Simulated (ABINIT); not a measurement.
## Single-point calculation, with input and output: Ge (part 2 of 2)

The same run, continued: Ge (P1, 8 atoms in the cell); Kohn-Sham DFT of a periodic cell, PBE, JTH PAW PBE v2.0, no spin polarisation (ABINIT 10.8.3); cutoff 598.65 eV, 8×8×2 k-mesh, fermi-dirac of 0.05 eV. The structure derives from a Materials Project entry.

Geometry of the input (Å; fractional positions):
```
4.0031  0.0000  0.0000
-2.0016  3.4668  0.0000
0.0000  0.0000  13.1567
Ge 0.3346  0.6727  0.1566
Ge 0.6813  0.3351  0.8438
Ge 0.6702  0.3385  0.6539
Ge 0.3350  0.6674  0.3412
Ge 0.0079  0.0066  0.0930
Ge 0.0081  -0.0033  0.9077
Ge 0.0035  0.0178  0.5979
Ge -0.0003  0.0062  0.4094
```

### Output, continued
```
--- !ResultsGS
iteration_state: {dtset: 1, }
comment   : Summary of ground state results
lattice_vectors:
- [  7.5647927,   0.0000000,   0.0000000, ]
- [ -3.7823963,   6.5513026,   0.0000000, ]
- [  0.0000000,   0.0000000,  24.8625727, ]
lattice_lengths: [   7.56479,    7.56479,   24.86257, ]
lattice_angles: [ 90.000,  90.000, 120.000, ] # degrees, (23, 13, 12)
lattice_volume:   1.2321704E+03
convergence: {deltae: -7.208E-11, res2:  5.023E-10, residm:  5.407E-05, diffor: null, }
etotal    :  -7.64629072E+02
entropy   :   0.00000000E+00
fermie    :   2.54542123E-01
cartesian_stress_tensor: # hartree/bohr^3
- [ -9.46724977E-05,   1.28966321E-05,  -4.61081626E-06, ]
- [  1.28966321E-05,  -8.71238461E-05,  -7.04190804E-06, ]
- [ -4.61081626E-06,  -7.04190804E-06,  -8.10356743E-05, ]
pressure_GPa:   2.5776E+00
xred      :
- [  3.3464E-01,   6.7274E-01,   1.5660E-01, Ge]
- [  6.8131E-01,   3.3511E-01,   8.4377E-01, Ge]
- [  6.7023E-01,   3.3848E-01,   6.5385E-01, Ge]
- [  3.3505E-01,   6.6744E-01,   3.4123E-01, Ge]
- [  7.9120E-03,   6.5790E-03,   9.2986E-02, Ge]
- [  8.0740E-03,  -3.3380E-03,   9.0771E-01, Ge]
- [  3.4960E-03,   1.7788E-02,   5.9793E-01, Ge]
- [ -2.9800E-04,   6.2010E-03,   4.0940E-01, Ge]
cartesian_forces: # hartree/bohr
- [  5.04177353E-03,   1.41586147E-04,  -6.35507976E-03, ]
- [ -3.66372086E-03,  -3.47057560E-03,  -5.99144064E-04, ]
- [ -5.76837904E-03,   9.74493819E-03,   1.18634996E-02, ]
- [ -3.41941095E-03,   3.42638422E-03,   1.39383543E-02, ]
- [ -4.84065057E-03,  -4.55400792E-04,   2.21402952E-03, ]
- [  2.92619996E-03,   3.74727654E-03,  -3.39496116E-03, ]
- [  6.29549445E-03,  -1.01177905E-02,  -1.33333767E-02, ]
- [  3.42869347E-03,  -3.01641822E-03,  -4.33332180E-03, ]
force_length_stats: {min:   5.08199952E-03, max:   1.78824458E-02, mean:   9.96417410E-03, }
...

 Integrated electronic density in atomic spheres:
 ------------------------------------------------
 Atom  Sphere_radius  Integrated_density
    1        2.30477         12.39118989
    2        2.30477         12.37170581
    3        2.30477         12.39641353
    4        2.30477         12.37190655
    5        2.30477         12.38333336
    6        2.30477         12.38522880
    7        2.30477         12.40155251
    8        2.30477         12.35770893

================================================================================

 ----iterations are completed or convergence reached----

 Mean square residual over all n,k,spin=   57.818E-09; max=  54.065E-06
 reduced coordinates (array xred) for    8 atoms
       0.334636999773      0.672739999548      0.156602999893
       0.681306999540      0.335113999773      0.843771999427
       0.670234999545      0.338480999768      0.653853999558
       0.335047999778      0.667441999547      0.341226999770
       0.007911999996      0.006578999991      0.092985999935
       0.008073999998     -0.003337999991      0.907714999385
       0.003495999997      0.017787999990      0.597925999594
      -0.000298000008      0.006200999990      0.409404999723
 rms dE/dt=  1.2782E-01; max dE/dt=  3.3139E-01; dE/dt below (all hartree)
    1      -0.038194149593      0.018168901844      0.157889300859
    2       0.027661110540      0.008905636529      0.014781931227
    3       0.043582413328     -0.085633845062     -0.295071453372
    4       0.025812956713     -0.035354357556     -0.346657679596
    5       0.036564339773     -0.015299300739     -0.055160801500
    6      -0.022190274119     -0.013455004838      0.084293137044
    7      -0.047678288398      0.090123252283      0.331387715737
    8      -0.025991533387      0.032756636061      0.107623196609

 cartesian coordinates (angstrom) at end:
    1     -0.00693739982756     2.33225506245400     2.06037976298265
    2      2.05660078268382     1.16177323036446    11.10126085314213
    3      2.00553903808649     1.17344594610754     8.60256540142331
    4      0.00531213479158     2.31388795580074     4.48942360868540
    5      0.01850440316223     0.02280807748228     1.22338954322782
    6      0.03900235800814    -0.01157217852904    11.94254015933594
    7     -0.02160881952160     0.06166743921372     7.86673710062548
    8     -0.01360458933574     0.02149762705984     5.38642156836896

 cartesian forces (hartree/bohr) at end:
    1      0.00504177353348     0.00014158614705    -0.00635507976145
    2     -0.00366372085877    -0.00347057560354    -0.00059914406445
    3     -0.00576837904185     0.00974493819219     0.01186349962627
    4     -0.00341941094721     0.00342638422228     0.01393835434381
    5     -0.00484065056800    -0.00045540079213     0.00221402952042
    6      0.00292619995725     0.00374727654225    -0.00339496116270
    7      0.00629549445138    -0.01011779048413    -0.01333337670125
    8      0.00342869347371    -0.00301641822397    -0.00433332180065
 frms,max,avg= 6.4563602E-03 1.3938354E-02   7.162E-06  9.147E-08  4.599E-06 h/b

 cartesian forces (eV/Angstrom) at end:
    1      0.25925841901468     0.00728065241229    -0.32679134053241
    2     -0.18839610134173    -0.17846417298809    -0.03080922653132
    3     -0.29662197652010     0.50110486961132     0.61004567870132
    4     -0.17583318057573     0.17619176079736     0.71673899806255
    5     -0.24891626030566    -0.02341765027773     0.11384997547064
    6      0.15047125175275     0.19269270733859    -0.17457592210644
    7      0.32372734069541    -0.52027770533898    -0.68562979688370
    8      0.17631050728037    -0.15511046155477    -0.22282836618066
 frms,max,avg= 3.3199939E-01 7.1673900E-01   3.683E-04  4.704E-06  2.365E-04 e/A
 length scales=  1.889726125908  1.889726125908  1.889726125908 bohr
              =  1.000000000000  1.000000000000  1.000000000000 angstroms
 Fermi (or HOMO) energy (hartree) =   0.25454   Average Vxc (hartree)=  -0.33920
 Eigenvalues (hartree) for nkpt=  68  k points:
 kpt#   1, nband= 68, wtk=  0.00781, kpt=  0.0000  0.0000  0.0000 (reduced coord)
  -0.66498   -0.66417   -0.66210   -0.66205   -0.66160   -0.66014   -0.65987   -0.65954
  -0.65866   -0.65854   -0.65825   -0.65777   -0.65713   -0.65708   -0.65593   -0.65581
  -0.65564   -0.65541   -0.65487   -0.65465   -0.65441   -0.65407   -0.65270   -0.65268
  -0.65139   -0.65079   -0.65075   -0.64994   -0.64989   -0.64970   -0.64911   -0.64893
  -0.64885   -0.64805   -0.64798   -0.64785   -0.64668   -0.64664   -0.64555   -0.64534
  -0.21605   -0.19280   -0.18422   -0.13909   -0.02631    0.07751    0.07842    0.19627
   0.20142    0.21398    0.22039    0.22516    0.22873    0.24794    0.25105    0.25517
   0.25673    0.25859    0.27208    0.28689    0.33938    0.34356    0.35125    0.36936
   0.37326    0.39091    0.39442    0.40605
      occupation numbers for kpt#   1
   2.00000    2.00000    2.00000    2.00000    2.00000    2.00000    2.00000    2.00000
   2.00000    2.00000    2.00000    2.00000    2.00000    2.00000    2.00000    2.00000
   2.00000    2.00000    2.00000    2.00000    2.00000    2.00000    2.00000    2.00000
   2.00000    2.00000    2.00000    2.00000    2.00000    2.00000    2.00000    2.00000
   2.00000    2.00000    2.00000    2.00000    2.00000    2.00000    2.00000    2.00000
   2.00000    2.00000    2.00000    2.00000    2.00000    2.00000    2.00000    2.00000
   2.00000    2.00000    2.00000    2.00000    2.00000    1.94633    1.73997    0.82967
   0.46665    0.19866    0.00014    0.00000    0.00000    0.00000    0.00000    0.00000
   0.00000    0.00000    0.00000    0.00000
 prteigrs : prtvol=0 or 1, do not print more k-points.

 Fermi (or HOMO) energy (eV) =   6.92644   Average Vxc (eV)=  -9.23003
 Eigenvalues (   eV  ) for nkpt=  68  k points:
 kpt#   1, nband= 68, wtk=  0.00781, kpt=  0.0000  0.0000  0.0000 (reduced coord)
 -18.09496  -18.07299  -18.01679  -18.01517  -18.00298  -17.96321  -17.95601  -17.94704
 -17.92306  -17.91984  -17.91201  -17.89878  -17.88138  -17.88016  -17.84864  -17.84553
 -17.84084  -17.83461  -17.82002  -17.81406  -17.80741  -17.79805  -17.76099  -17.76044
 -17.72532  -17.70895  -17.70771  -17.68565  -17.68441  -17.67921  -17.66321  -17.65837
 -17.65604  -17.63426  -17.63243  -17.62879  -17.59718  -17.59598  -17.56622  -17.56049
  -5.87891   -5.24644   -5.01279   -3.78477   -0.71586    2.10903    2.13403    5.34086
   5.48082    5.82265    5.99701    6.12688    6.22414    6.74691    6.83140    6.94364
   6.98593    7.03668    7.40354    7.80663    9.23497    9.34876    9.55797   10.05090
  10.15694   10.63709   10.73265   11.04925
 prteigrs : prtvol=0 or 1, do not print more k-points.

--- !EnergyTerms
iteration_state     : {dtset: 1, }
comment             : Components of total free energy in Hartree
kinetic             :  5.22783812988906E+01
hartree             :  1.78840132882000E+02
xc                  : -1.85103952112091E+01
Ewald energy        : -3.93608527333252E+02
psp_core            :  1.47347786703861E+01
local_psp           : -5.79459912214466E+02
PAW spherical_terms : -1.89034271925245E+01
internal            : -7.64628969100175E+02
'-kT*entropy'       : -1.06362110525702E-04
total_energy        : -7.64629075462286E+02
total_energy_eV     : -2.08066171073116E+04
...

--- !EnergyTermsDC
iteration_state     : {dtset: 1, }
comment             : '"Double-counting" decomposition of free energy'
band_energy         : -5.08633558454450E+01
Ewald energy        : -3.93608527333252E+02
psp_core            :  1.47347786703861E+01
xc_dc               : -1.74029178909854E+02
PAW spherical_terms : -1.60862682234171E+02
internal            : -7.64628965652336E+02
'-kT*entropy'       : -1.06362110525702E-04
total_energy_dc     : -7.64629072014447E+02
total_energy_dc_eV  : -2.08066170134911E+04
...

--- !EnergyTermsWithPAWCore
iteration_state     : {dtset: 1, }
comment             : 'Components of total free energy, including PAW core contributions'
Total energy        : -1.67919750281907E+04
Total energy DC     : -1.67919750247429E+04
Total energy (eV)   : -4.56932918324966E+05
Total energy DC (eV): -4.56932918231146E+05
...

 Cartesian components of stress tensor (hartree/bohr^3)
  sigma(1 1)= -9.46724977E-05  sigma(3 2)= -7.04190804E-06
  sigma(2 2)= -8.71238461E-05  sigma(3 1)= -4.61081626E-06
  sigma(3 3)= -8.10356743E-05  sigma(2 1)=  1.28966321E-05

-Cartesian components of stress tensor (GPa)         [Pressure=  2.5776E+00 GPa]
- sigma(1 1)= -2.78536105E+00  sigma(3 2)= -2.07180087E-01
- sigma(2 2)= -2.56327205E+00  sigma(3 1)= -1.35654898E-01
- sigma(3 3)= -2.38415185E+00  sigma(2 1)=  3.79432017E-01

== END DATASET(S) ==============================================================
================================================================================

 -outvars: echo values of variables after computation  --------
            acell      1.8897261259E+00  1.8897261259E+00  1.8897261259E+00 Bohr
           etotal     -7.6462907201E+02
            fcart      5.0417735335E-03  1.4158614705E-04 -6.3550797615E-03
                      -3.6637208588E-03 -3.4705756035E-03 -5.9914406445E-04
                      -5.7683790418E-03  9.7449381922E-03  1.1863499626E-02
                      -3.4194109472E-03  3.4263842223E-03  1.3938354344E-02
                      -4.8406505680E-03 -4.5540079213E-04  2.2140295204E-03
                       2.9261999572E-03  3.7472765422E-03 -3.3949611627E-03
                       6.2954944514E-03 -1.0117790484E-02 -1.3333376701E-02
                       3.4286934737E-03 -3.0164182240E-03 -4.3333218006E-03
            rprim      4.0031158814E+00  0.0000000000E+00  0.0000000000E+00
                      -2.0015579407E+00  3.4668000476E+00  0.0000000000E+00
                       0.0000000000E+00  0.0000000000E+00  1.3156706860E+01
           strten     -9.4672497672E-05 -8.7123846076E-05 -8.1035674303E-05
                      -7.0419080360E-06 -4.6108162620E-06  1.2896632136E-05
           xangst     -6.9373998276E-03  2.3322550625E+00  2.0603797630E+00
                       2.0566007827E+00  1.1617732304E+00  1.1101260853E+01
                       2.0055390381E+00  1.1734459461E+00  8.6025654014E+00
                       5.3121347916E-03  2.3138879558E+00  4.4894236087E+00
                       1.8504403162E-02  2.2808077482E-02  1.2233895432E+00
                       3.9002358008E-02 -1.1572178529E-02  1.1942540159E+01
                      -2.1608819522E-02  6.1667439214E-02  7.8667371006E+00
                      -1.3604589336E-02  2.1497627060E-02  5.3864215684E+00
             xred      3.3463699977E-01  6.7273999955E-01  1.5660299989E-01
                       6.8130699954E-01  3.3511399977E-01  8.4377199943E-01
                       6.7023499954E-01  3.3848099977E-01  6.5385399956E-01
                       3.3504799978E-01  6.6744199955E-01  3.4122699977E-01
                       7.9119999957E-03  6.5789999911E-03  9.2985999935E-02
                       8.0739999982E-03 -3.3379999914E-03  9.0771499939E-01
                       3.4959999968E-03  1.7787999990E-02  5.9792599959E-01
                      -2.9800000829E-04  6.2009999898E-03  4.0940499972E-01
 Calculation completed.
```

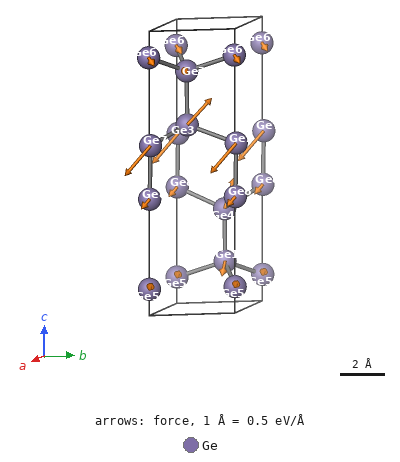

Figure 1. Forces on the atoms as orange arrows (ball-and-stick view of the cell of the calculation, seen slightly off an axis; atoms are numbered from 1 in the order of the input). The largest act on Ge7 (0.92 eV/Å); Ge3 (0.84 eV/Å); Ge4 (0.76 eV/Å); Ge1 (0.42 eV/Å), among others. The geometry is not a stationary point of this energy.
